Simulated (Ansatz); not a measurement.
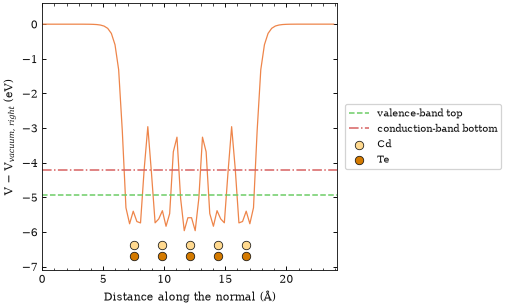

Plane-averaged electrostatic potential energy of an electron across the slab; circles at the bottom mark the heights of the atoms.

System: a (110) slab cut from CdTe (F-43m), unrelaxed, ended by CdTe planes, 10 atoms in the cell.

```cif
data_structure
_symmetry_space_group_name_H-M 'P 1'
_symmetry_Int_Tables_number 1
_cell_length_a 4.5887
_cell_length_b 6.4893
_cell_length_c 24.1773
_cell_angle_alpha 90.000
_cell_angle_beta 90.000
_cell_angle_gamma 90.000
_cell_volume 719.94
loop_
_atom_site_label
_atom_site_type_symbol
_atom_site_fract_x
_atom_site_fract_y
_atom_site_fract_z
_atom_site_occupancy
Cd1 Cd 0.50000 0.50000 0.31021 1
Te1 Te 0.00000 0.25000 0.31021 1
Cd2 Cd 0.00000 0.00000 0.40510 1
Te2 Te 0.50000 0.75000 0.40510 1
Cd3 Cd 0.50000 0.50000 0.50000 1
Te3 Te 0.00000 0.25000 0.50000 1
Cd4 Cd 0.00000 0.00000 0.59490 1
Te4 Te 0.50000 0.75000 0.59490 1
Cd5 Cd 0.50000 0.50000 0.68979 1
Te5 Te 0.00000 0.25000 0.68979 1
```

Level of theory: DFT PBEsol, scalar-relativistic, plane waves, PAW, no spin polarisation, 6×4×1 k mesh; code Ansatz.

What are the ionisation potential and the electron affinity of the slab?

Answer. From the vacuum level at the right face the ionisation potential is 4.94 eV and the electron affinity 4.20 eV; the left face gives the same. The slab's gap, their difference before rounding, is 0.73 eV. The two vacuum levels agree, so the slab has no net dipole along its normal.

How thick are slab and vacuum?

Answer. The outermost atoms are 9.2 Å apart, which leaves 15.0 Å of vacuum in a cell 24.2 Å high.

The atoms aren't at rest in this cell (largest force 1.1 eV/Å), so the relaxed material can differ. Spin-orbit coupling is left out, which matters for Te.
